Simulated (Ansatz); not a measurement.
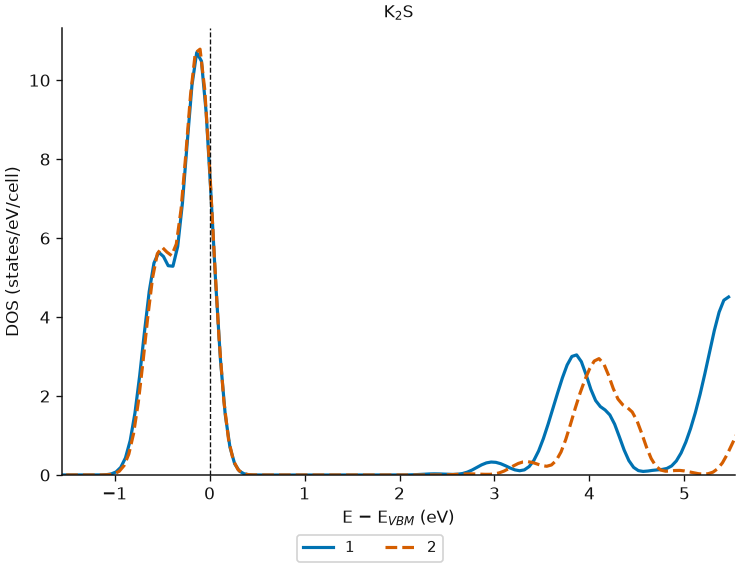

Total densities of states of K₂S, space group Immm, 3 atoms in the cell, antifluorite type, shear (xy) strain −1.5%, by two methods on the same cell. The curves are built from the levels of the k mesh with Gaussians 0.3 eV wide, which also blur the band edges. Each is counted from its own valence-band top.

**Which curve is which? The methods: PBE, r2SCAN.**

1 is PBE; 2 is r2SCAN. PBE gives a gap of 2.37 eV and r2SCAN gives a gap of 2.74 eV.

Settings. PBE: DFT, PBE, plane waves, PAW, no spin polarisation, 6×6×6 k mesh, 420 eV cutoff, Fermi-Dirac smearing of 0.02 eV (Ansatz 0.2.0). r2SCAN: DFT, r2SCAN, plane waves, PAW, no spin polarisation, 6×6×6 k mesh, 500 eV cutoff (Ansatz).
